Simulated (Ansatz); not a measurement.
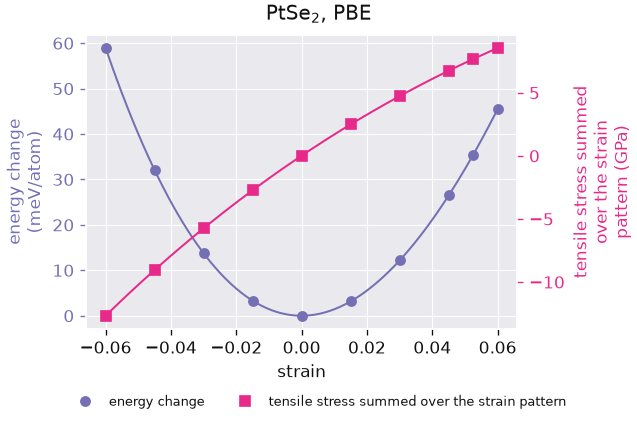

The figure shows the energy change and tensile stress summed over the strain pattern against strain for PtSe₂, space group P-3m1 (No. 164).

Structure:
```yaml
crystal:
  lattice:
    - [3.75166, 0.00000, 0.00000]
    - [-1.87583, 3.24903, 0.00000]
    - [0.00000, 0.00000, 6.52688]
  atoms:
    - { symbol: Pt, position: [0.00000, 0.00000, 0.00000] }
    - { symbol: Se, position: [0.33333, 0.66667, 0.20019] }
    - { symbol: Se, position: [0.66667, 0.33333, 0.79981] }
```

Computed with Ansatz 0.2.0: homogeneous strain of a crystal along one Voigt pattern with engineering shear, fractional coordinates fixed, by plane-wave density functional theory with PAW datasets, free energies less that of the undisturbed cell; scalar-relativistic. Level: PBE, no spin polarisation.

| setting | value |
| --- | --- |
| wave cutoff | 420 eV |
| k mesh | 12×12×4 |
| occupations | Gaussian |
| smearing width | 0.05 eV |
| k shift | (0, 0, 0) (mesh steps) |
| start | relaxed |
| strain pattern | (1, 0, 0, 0, 0, 0) (xx yy zz yz xz xy with engineering shear) |

**Is the starting structure at a minimum along this coordinate?**

Yes: the energy rises on both sides of the starting structure, which is therefore a minimum along this path.

**Read off the course of the tensile stress summed over the strain pattern.**

It rises from −12.7 GPa at strain −0.0600 to 8.5 GPa at 0.0600, and changes sign near 0.000.

**Which elastic constant follows from the slope of the stress, and how large is it?**

The slope of stress against strain at the start, which at zero pressure is the clamped-ion constant C11, is 174 GPa.

**What does the calculation give for the second derivative of tensile stress?**

−1150 GPa.
